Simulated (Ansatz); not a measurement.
TiSi₂: geometry relaxation (part 1 of 2)

System: TiSi₂ (P4mm, 3 atoms in the cell).
Method: DFT PBE, scalar-relativistic, plane waves, PAW, no spin polarisation (Ansatz 0.2.0).

The structure was made by a generator, so it may or may not be a known phase.

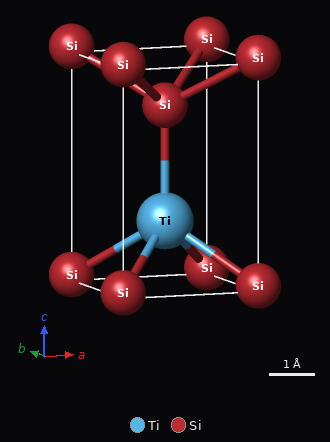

The structure as given in the input (ball-and-stick view of the cell of the calculation, seen slightly off an axis). An atom can appear more than once, as a periodic image.

Input file:
```yaml
crystal:
  lattice:
    - [3.2247333017, 0.0, 0.0]
    - [0.0, 3.2247333017, 0.0]
    - [0.0, 0.0, 5.1348659411]
  atoms:
    - { symbol: Ti, position: [0.5, 0.5, 0.2860053359] }
    - { symbol: Si, position: [0.5, 0.5, 0.7925749128] }
    - { symbol: Si, position: [0.0, 0.0, 0.0256296813] }
basis:
  ecutwfc: 420
kpoints:
  mp_grid: { grid: [14, 14, 10] }
hamiltonian:
  xc: pbe
scf:
  occupations: { method: gaussian, width: 0.1 }
output:
  forces: true
  stress: true
  eigenvalues: true
  write_density: true
  write_potential: true
  elf: true
  volumetric_format: npy
relax:
  adjacent_minimum: "off"
  f_tol: 0.01
  max_steps: 80
  cell: { stress_tol: 0.05 }
```

Launch command:
```bash
ansatz run input.yaml --threads 1 --pin off --max-ram 2560MiB --backend cpu --events-out ev --progress --plain --runs-dir out
```

The program's output:
```
Engine: ansatz 0.2.0, aarch64-unknown-linux-gnu
Pseudopotentials: kind: paw
Pseudopotential: Ti, paw, valence charge 12, recommended cutoff 420 eV (normal), Ti.paw.azcp
Pseudopotential: Si, paw, valence charge 4, recommended cutoff 420 eV (normal), Si.paw.azcp
Functional definition: PBE
  parameter kappa = 0.804
  parameter beta = 0.06672455060314922
  exchange = pbe_x(kappa = kappa, mu = beta*pi^2/3)
  correlation = pbe_c(beta = beta)
Crystal: 3 atoms, lattice volume = 53.397 Å³
Basis set: ecut = 420 eV, 1041 PW (Γ), exchange–correlation on 48×48×72 points (8 copies of the dense FFT grid, shifted against one another)
Bands: 14, of which v1, the nominal top of the filled ones, is band 10 counted from 1 (9 counted from 0)
Symmetry: 8 space group operations
Space group: P4mm (ITA 99), of the structure as read, at distance tolerance 3.8e-5 Å
k-points: 216 of 1960 (time reversal used)
Non-local potential: Ti, projectors of the file, l = 0: 3, l = 1: 2, l = 2: 3, l = 3: 1
Non-local potential: Si, projectors of the file, l = 0: 2, l = 1: 2, l = 2: 2
PAW form: soft (Blöchl's): semilocal exchange-correlation on the pseudo side does not see the compensation charge
PAW one-centre angular grid: Ti, 590 points (default); XC on 64 Gauss nodes
PAW one-centre angular grid: Si, 110 points (default); XC on 64 Gauss nodes
Initial density: superposition of atomic densities (neutral atoms: chi_scale 0, normalization atom), corrected by the library's trained network
Initial wavefunctions: pseudopotential atomic-orbital guess
Functional: x = pbe(κ = 0.804, μ = 0.2195149727645171), c = pbe(β = 0.06672455060314922)
SCF iter   1: F=—  HF=-3770.751248 eV  |F-HF|=—  |Δ(HF+E_count)|=         —  Δρ=5.16e-3  dr2=5.23e-2  ethr=1.77e-3  ⟨swp⟩=5.1  Hψ=17725  notcnv=0
preconditioner: auto → Kerker (q_TF=auto, 2.316 Å⁻¹)  [metal: Δε(μ)=0.008 eV  Ē_g=5.554 eV  σ=0.100 eV  W_gap=0.05  n_scr=14 (ndim 8)  ℏωp=17.6 eV  f_vac=0.000  D(μ)=2.61/eV (n_scr^D=20)]
SCF iter   2: F=—  HF=-3770.745365 eV  |F-HF|=—  |Δ(HF+E_count)|=   5.88e-3  Δρ=3.01e-3  dr2=1.95e-2  ethr=2.61e-4  ⟨swp⟩=1.0  Hψ=4752  notcnv=0
SCF iter   3: F=—  HF=-3770.741805 eV  |F-HF|=—  |Δ(HF+E_count)|=   3.56e-3  Δρ=6.06e-4  dr2=3.55e-4  ethr=9.76e-5  ⟨swp⟩=2.1  Hψ=3879  notcnv=0
SCF iter   4: F=—  HF=-3770.741786 eV  |F-HF|=—  |Δ(HF+E_count)|=   1.91e-5  Δρ=2.20e-4  dr2=5.57e-5  ethr=1.78e-6  ⟨swp⟩=2.1  Hψ=4052  notcnv=0
SCF iter   5: F=—  HF=-3770.741783 eV  |F-HF|=—  |Δ(HF+E_count)|=   2.38e-6  Δρ=6.10e-5  dr2=2.69e-6  ethr=2.78e-7  ⟨swp⟩=2.5  Hψ=4616  notcnv=0
SCF iter   6: F=—  HF=-3770.741784 eV  |F-HF|=—  |Δ(HF+E_count)|=   1.03e-6  Δρ=1.91e-5  dr2=2.32e-7  ethr=1.34e-8  ⟨swp⟩=2.7  Hψ=4919  notcnv=0
SCF iter   7: F=-3770.741784 eV  HF=-3770.741784 eV  |F-HF|=4.50e-9  |Δ(HF+E_count)|=   1.71e-7  Δρ=6.03e-6  dr2=2.62e-8  ethr=5.00e-10  ⟨swp⟩=9.0  Hψ=19965  notcnv=0
SCF 1 converged in 7 iterations: F = -3770.741784 eV  dr2 = 2.62e-8
  greatest PAW one-centre occupation: 0.999 electrons in one spin orbital (limit 2), on the Ti atom at site 0 (counted from 0), in its partial waves of l = 0
relax step   1: F+E_penalty+E_count = -3770.74178435 eV  Δ(F+E_penalty+E_count) = +0.000e0 eV  max|allowed force component| = 2.888e-2 eV/Å  Δτ_max = 0.0000 Å  P = -0.105 GPa  Ω = 53.397 Å³  (7 SCF iters, dr2 threshold 1.00e-7 eV, accepted)
Crystal: 3 atoms, lattice volume = 53.220 Å³
Initial density: handed on by an earlier stage of this run
Initial wavefunctions: those handed on with the density
iter 1 solved again at ethr=3.56e-6 eV; its pass at ethr=3.10e-3 eV (dr2=7.13e-4 eV) is discarded
SCF iter   1: F=—  HF=-3770.744649 eV  |F-HF|=—  |Δ(HF+E_count)|=         —  Δρ=1.16e-3  dr2=8.17e-4  ethr=3.56e-6  ⟨swp⟩=2.0  Hψ=19182  notcnv=0
preconditioner: auto → Kerker (q_TF=auto, 2.318 Å⁻¹)  [metal: Δε(μ)=0.004 eV  Ē_g=5.524 eV  σ=0.100 eV  W_gap=0.02  n_scr=14 (ndim 8)  ℏωp=17.6 eV  f_vac=0.000  D(μ)=2.78/eV (n_scr^D=28)]
SCF iter   2: F=—  HF=-3770.744503 eV  |F-HF|=—  |Δ(HF+E_count)|=   1.46e-4  Δρ=6.60e-4  dr2=2.63e-4  ethr=3.56e-6  ⟨swp⟩=1.0  Hψ=3024  notcnv=0
SCF iter   3: F=—  HF=-3770.744436 eV  |F-HF|=—  |Δ(HF+E_count)|=   6.78e-5  Δρ=6.39e-5  dr2=2.21e-6  ethr=1.32e-6  ⟨swp⟩=2.4  Hψ=4190  notcnv=0
iter 4 did not close the SCF: its close was put off for the readings that it lacked (scf_convergence_deferred on its scf_iter line)
SCF iter   4: F=-3770.744436 eV  HF=-3770.744436 eV  |F-HF|=2.15e-8  |Δ(HF+E_count)|=   8.33e-8  Δρ=1.70e-5  dr2=1.13e-7  ethr=1.10e-8  ⟨swp⟩=2.4  Hψ=4351  notcnv=0
iter 5 did not close the SCF: its close was put off for the readings that it lacked (scf_convergence_deferred on its scf_iter line)
SCF iter   5: F=-3770.744436 eV  HF=-3770.744436 eV  |F-HF|=8.39e-10  |Δ(HF+E_count)|=   3.71e-8  Δρ=2.61e-6  dr2=3.49e-9  ethr=5.65e-10  ⟨swp⟩=2.6  Hψ=4545  notcnv=0
SCF iter   6: F=-3770.744436 eV  HF=-3770.744436 eV  |F-HF|=6.73e-11  |Δ(HF+E_count)|=   1.51e-9  Δρ=7.85e-7  dr2=4.70e-10  ethr=1.75e-11  ⟨swp⟩=5.0  Hψ=16537  notcnv=0
SCF 2 converged in 6 iterations: F = -3770.744436 eV  dr2 = 4.70e-10
relax step   2: F+E_penalty+E_count = -3770.74443559 eV  Δ(F+E_penalty+E_count) = -2.651e-3 eV  max|allowed force component| = 5.450e-2 eV/Å  Δτ_max = 0.0014 Å  P = -0.034 GPa  Ω = 53.220 Å³  energy of the carried Pulay correction = +2.155e-5 eV  (6 SCF iters, dr2 threshold 3.00e-7 eV, accepted)
Crystal: 3 atoms, lattice volume = 53.048 Å³
iter 1 solved again at ethr=4.33e-6 eV; its pass at ethr=3.10e-3 eV (dr2=8.66e-4 eV) is discarded
SCF iter   1: F=—  HF=-3770.745102 eV  |F-HF|=—  |Δ(HF+E_count)|=         —  Δρ=9.82e-4  dr2=9.01e-4  ethr=4.33e-6  ⟨swp⟩=2.6  Hψ=18566  notcnv=0
preconditioner: auto → Kerker (q_TF=auto, 2.319 Å⁻¹)  [metal: Δε(μ)=0.005 eV  Ē_g=5.529 eV  σ=0.100 eV  W_gap=0.03  n_scr=14 (ndim 8)  ℏωp=17.7 eV  f_vac=0.000  D(μ)=2.92/eV (n_scr^D=36)]
SCF iter   2: F=—  HF=-3770.744975 eV  |F-HF|=—  |Δ(HF+E_count)|=   1.27e-4  Δρ=5.43e-4  dr2=3.05e-4  ethr=4.33e-6  ⟨swp⟩=1.0  Hψ=3024  notcnv=0
SCF iter   3: F=—  HF=-3770.744905 eV  |F-HF|=—  |Δ(HF+E_count)|=   7.02e-5  Δρ=4.58e-5  dr2=1.87e-6  ethr=1.52e-6  ⟨swp⟩=2.0  Hψ=3973  notcnv=0
SCF iter   4: F=—  HF=-3770.744904 eV  |F-HF|=—  |Δ(HF+E_count)|=   4.86e-7  Δρ=1.86e-5  dr2=2.08e-7  ethr=9.34e-9  ⟨swp⟩=2.1  Hψ=4403  notcnv=0
iter 5 did not close the SCF: its close was put off for the readings that it lacked (scf_convergence_deferred on its scf_iter line)
SCF iter   5: F=-3770.744904 eV  HF=-3770.744904 eV  |F-HF|=1.03e-9  |Δ(HF+E_count)|=   2.57e-8  Δρ=3.77e-6  dr2=1.06e-8  ethr=1.04e-9  ⟨swp⟩=2.7  Hψ=5013  notcnv=0
SCF iter   6: F=-3770.744904 eV  HF=-3770.744904 eV  |F-HF|=3.82e-10  |Δ(HF+E_count)|=  5.31e-10  Δρ=1.14e-6  dr2=1.80e-9  ethr=5.32e-11  ⟨swp⟩=5.0  Hψ=16457  notcnv=0
SCF 3 converged in 6 iterations: F = -3770.744904 eV  dr2 = 1.80e-9
relax step   3: F+E_penalty+E_count = -3770.74490441 eV  Δ(F+E_penalty+E_count) = -4.688e-4 eV  max|allowed force component| = 5.125e-3 eV/Å  Δτ_max = 0.0057 Å  P = +0.028 GPa  Ω = 53.048 Å³  energy of the carried Pulay correction = +4.256e-5 eV  (6 SCF iters, dr2 threshold 1.86e-7 eV, accepted)
Crystal: 3 atoms, lattice volume = 53.073 Å³
iter 1 solved again at ethr=4.61e-8 eV; its pass at ethr=3.10e-3 eV (dr2=9.22e-6 eV) is discarded
SCF iter   1: F=—  HF=-3770.744907 eV  |F-HF|=—  |Δ(HF+E_count)|=         —  Δρ=7.67e-5  dr2=9.13e-6  ethr=4.61e-8  ⟨swp⟩=2.6  Hψ=18657  notcnv=0
preconditioner: auto → Kerker (q_TF=auto, 2.319 Å⁻¹)  [metal: Δε(μ)=0.004 eV  Ē_g=5.532 eV  σ=0.100 eV  W_gap=0.02  n_scr=14 (ndim 8)  ℏωp=17.7 eV  f_vac=0.000  D(μ)=2.89/eV (n_scr^D=36)]
SCF iter   2: F=—  HF=-3770.744906 eV  |F-HF|=—  |Δ(HF+E_count)|=   1.60e-6  Δρ=3.91e-5  dr2=2.48e-6  ethr=4.57e-8  ⟨swp⟩=1.0  Hψ=3024  notcnv=0
SCF iter   3: F=—  HF=-3770.744905 eV  |F-HF|=—  |Δ(HF+E_count)|=   4.54e-7  Δρ=5.67e-6  dr2=4.21e-8  ethr=1.24e-8  ⟨swp⟩=1.6  Hψ=3649  notcnv=0
iter 4 did not close the SCF: its close was put off for the readings that it lacked (scf_convergence_deferred on its scf_iter line)
SCF iter   4: F=-3770.744905 eV  HF=-3770.744905 eV  |F-HF|=4.03e-10  |Δ(HF+E_count)|=   5.74e-9  Δρ=2.11e-6  dr2=2.97e-9  ethr=2.10e-10  ⟨swp⟩=2.2  Hψ=4005  notcnv=0
iter 5 did not close the SCF: its close was put off for the readings that it lacked (scf_convergence_deferred on its scf_iter line)
SCF iter   5: F=-3770.744905 eV  HF=-3770.744905 eV  |F-HF|=1.32e-11  |Δ(HF+E_count)|=  3.02e-10  Δρ=5.31e-7  dr2=1.93e-10  ethr=1.48e-11  ⟨swp⟩=2.7  Hψ=4786  notcnv=0
SCF iter   6: F=-3770.744905 eV  HF=-3770.744905 eV  |F-HF|=3.18e-12  |Δ(HF+E_count)|=  4.32e-11  Δρ=1.66e-7  dr2=1.52e-11  ethr=1.00e-12  ⟨swp⟩=4.3  Hψ=14672  notcnv=0
SCF 4 converged in 6 iterations: F = -3770.744905 eV  dr2 = 1.52e-11
relax step   4: F+E_penalty+E_count = -3770.74490543 eV  Δ(F+E_penalty+E_count) = -1.019e-6 eV  max|allowed force component| = 9.209e-4 eV/Å  Δτ_max = 0.0005 Å  P = -0.019 GPa  Ω = 53.073 Å³  energy of the carried Pulay correction = +3.954e-5 eV  (6 SCF iters, accepted)
Initial wavefunctions: pseudopotential atomic-orbital guess (no wavefunctions were taken with the density)
iter 1 solved again at ethr=2.44e-7 eV; its pass at ethr=3.10e-3 eV (dr2=4.88e-5 eV) is discarded
SCF iter   1: F=—  HF=-3770.744872 eV  |F-HF|=—  |Δ(HF+E_count)|=         —  Δρ=2.28e-5  dr2=1.05e-8  ethr=2.44e-7  ⟨swp⟩=2.8  Hψ=25290  notcnv=0
eigensolver tolerance schedule: the retry pair's looser diagonalisation over-reported the residual by 4636.21 of it (diagonalisation noise at 0.57 of the residual, at the tolerance the schedule requests for it); recorded, not acted on — ethr = c·dr2/N_el stays at c = 1.0e-1
preconditioner: auto → Kerker (q_TF=auto, 2.319 Å⁻¹)  [metal: Δε(μ)=0.004 eV  Ē_g=5.531 eV  σ=0.100 eV  W_gap=0.02  n_scr=14 (ndim 8)  ℏωp=17.7 eV  f_vac=0.000  D(μ)=2.89/eV (n_scr^D=36)]
SCF iter   2: F=—  HF=-3770.744871 eV  |F-HF|=—  |Δ(HF+E_count)|=   6.46e-7  Δρ=1.16e-5  dr2=2.77e-9  ethr=5.26e-11  ⟨swp⟩=3.0  Hψ=6224  notcnv=0
SCF iter   3: F=—  HF=-3770.744871 eV  |F-HF|=—  |Δ(HF+E_count)|=   4.23e-7  Δρ=1.74e-6  dr2=9.53e-11  ethr=1.38e-11  ⟨swp⟩=2.8  Hψ=4935  notcnv=0
iter 4 did not close the SCF: its close was put off for the readings that it lacked (scf_convergence_deferred on its scf_iter line)
SCF iter   4: F=-3770.744871 eV  HF=-3770.744871 eV  |F-HF|=5.46e-12  |Δ(HF+E_count)|=   9.03e-9  Δρ=1.62e-7  dr2=6.95e-12  ethr=1.00e-12  ⟨swp⟩=2.1  Hψ=4343  notcnv=0
iter 5 did not close the SCF: its close was put off for the readings that it lacked (scf_convergence_deferred on its scf_iter line)
SCF iter   5: F=-3770.744871 eV  HF=-3770.744871 eV  |F-HF|=1.36e-12  |Δ(HF+E_count)|=  7.28e-12  Δρ=5.25e-8  dr2=1.09e-12  ethr=1.00e-12  ⟨swp⟩=1.0  Hψ=3024  notcnv=0
iter 6 did not close the SCF: its close was put off for the readings that it lacked (scf_convergence_deferred on its scf_iter line)
SCF iter   6: F=-3770.744871 eV  HF=-3770.744871 eV  |F-HF|=1.82e-12  |Δ(HF+E_count)|=  9.09e-13  Δρ=8.83e-9  dr2=4.54e-14  ethr=1.00e-12  ⟨swp⟩=1.0  Hψ=3024  notcnv=0
iter 7 did not close the SCF: its close was put off for the readings that it lacked (scf_convergence_deferred on its scf_iter line)
SCF iter   7: F=-3770.744871 eV  HF=-3770.744871 eV  |F-HF|=4.55e-13  |Δ(HF+E_count)|=  1.36e-12  Δρ=2.22e-9  dr2=3.15e-15  ethr=1.00e-12  ⟨swp⟩=1.0  Hψ=3024  notcnv=0
SCF iter   8: F=-3770.744871 eV  HF=-3770.744871 eV  |F-HF|=9.09e-13  |Δ(HF+E_count)|=  4.55e-13  Δρ=6.08e-10  dr2=1.75e-16  ethr=1.00e-12  ⟨swp⟩=2.0  Hψ=8609  notcnv=0
SCF 5 converged in 8 iterations: F = -3770.744871 eV  dr2 = 1.75e-16
relax step   5: F+E_penalty+E_count = -3770.74487145 eV  Δ(F+E_penalty+E_count) = +3.397e-5 eV  max|allowed force component| = 8.994e-4 eV/Å  Δτ_max = 0.0000 Å  P = -0.020 GPa  Ω = 53.073 Å³  stress off target by 2.85e-2 GPa  SCF on the basis re-selected at this cell (its energy is not comparable with the rows above)  (8 SCF iters)
```

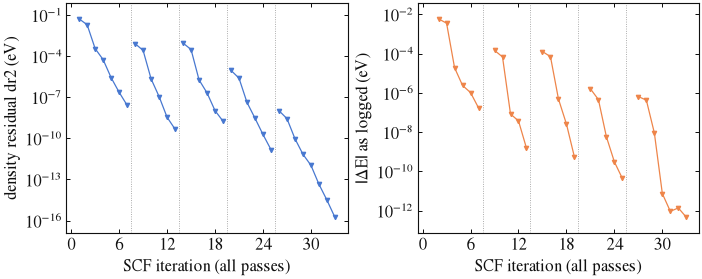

Convergence of the self-consistent field: density residual dr2 and size of the energy change against the SCF iteration. The dotted lines part the SCF passes of the relaxation: geometry steps, rejected trials and re-solves on a re-selected basis. The 5 passes take 6 to 8 iterations each, 33 in all.
